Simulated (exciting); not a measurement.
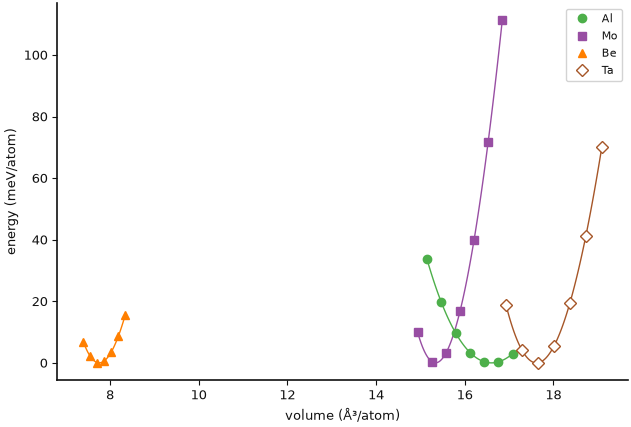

The picture above shows the energy against volume, with one curve for each element, for Al, Be, Mo and Ta (all in space group Im-3m (No. 229)).

Calculation (exciting sodium): all-electron LAPW DFT, no spin polarisation; energies at scaled volumes of the given cell, shape and fractions fixed, counted from the fit's minimum, third-order Birch-Murnaghan fit. Level: PBEsol.

```tsv
setting	value
occupations	Fermi–Dirac
smearing width	0.05 eV
potentials	all electron LAPW+lo, shipped species files
```

Settings that differ: Al: k mesh 12×12×12; Mo: k mesh 12×12×12; Be: k mesh 15×15×15; Ta: k mesh 11×11×11.

> Order the curves by fitted equilibrium volume, smallest first.

Be 7.756, Mo 15.339, Al 16.602, Ta 17.620 Å³/atom.

> Order the curves by fitted bulk modulus, smallest first.

Al 73.1, Be 124.7, Ta 209.0, Mo 287.3 GPa.
